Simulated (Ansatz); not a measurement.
```cif
data_structure
_symmetry_space_group_name_H-M 'P 1'
_symmetry_Int_Tables_number 1
_cell_length_a 6.2090
_cell_length_b 6.5499
_cell_length_c 24.4539
_cell_angle_alpha 90.000
_cell_angle_beta 90.000
_cell_angle_gamma 90.000
_cell_volume 994.49
loop_
_atom_site_label
_atom_site_type_symbol
_atom_site_fract_x
_atom_site_fract_y
_atom_site_fract_z
_atom_site_occupancy
Zn1 Zn 0.99456 0.16667 0.30670 1
Zn2 Zn 0.49456 0.83333 0.30670 1
S1 S 0.62044 0.16667 0.30670 1
S2 S 0.12044 0.83333 0.30670 1
Zn3 Zn 0.99456 0.66667 0.38402 1
Zn4 Zn 0.49456 0.33333 0.38402 1
S3 S 0.62044 0.66667 0.38402 1
S4 S 0.12044 0.33333 0.38402 1
Zn5 Zn 0.99456 0.16667 0.46134 1
Zn6 Zn 0.49456 0.83333 0.46134 1
S5 S 0.62044 0.16667 0.46134 1
S6 S 0.12044 0.83333 0.46134 1
Zn7 Zn 0.99456 0.66667 0.53866 1
Zn8 Zn 0.49456 0.33333 0.53866 1
S7 S 0.62044 0.66667 0.53866 1
S8 S 0.12044 0.33333 0.53866 1
Zn9 Zn 0.99456 0.16667 0.61598 1
Zn10 Zn 0.49456 0.83333 0.61598 1
S9 S 0.62044 0.16667 0.61598 1
S10 S 0.12044 0.83333 0.61598 1
Zn11 Zn 0.99456 0.66667 0.69330 1
Zn12 Zn 0.49456 0.33333 0.69330 1
S11 S 0.62044 0.66667 0.69330 1
S12 S 0.12044 0.33333 0.69330 1
```

Not relaxed (largest force 1.6 eV/Å).

Method: DFT PBEsol, scalar-relativistic, plane waves, PAW in Ansatz 0.2.0.

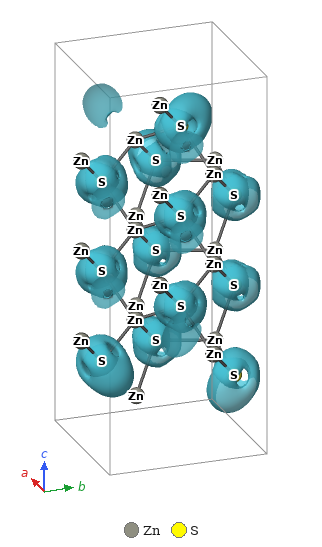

ZnS (slab). Isosurface of the ELF at 0.8 (cyan), seen at an oblique angle. Core shells and regions of very low density are left out. Sticks mark near contacts.

In a PAW calculation such maps are meaningful between the atoms, not at the nuclei.

**What do the ELF domains correspond to?**

The surface consists of twelve regions wrapped around S (the valence shell of each), counted in one cell of 24 atoms. Counts are for one cell; the picture repeats the cell along the surface. Profiles from the grid: Zn–S (2.32 Å): the ELF peaks at about 0.90 in the valence shell of S, 0.8 Å from its nucleus, and is about 0.55 at the midpoint.

**Does the calculation make it a metal, or give it a gap?**

It is gapped, with a Kohn–Sham gap of 1.7 eV on the k-point mesh (the band edges may lie off the mesh, which would make the gap smaller).
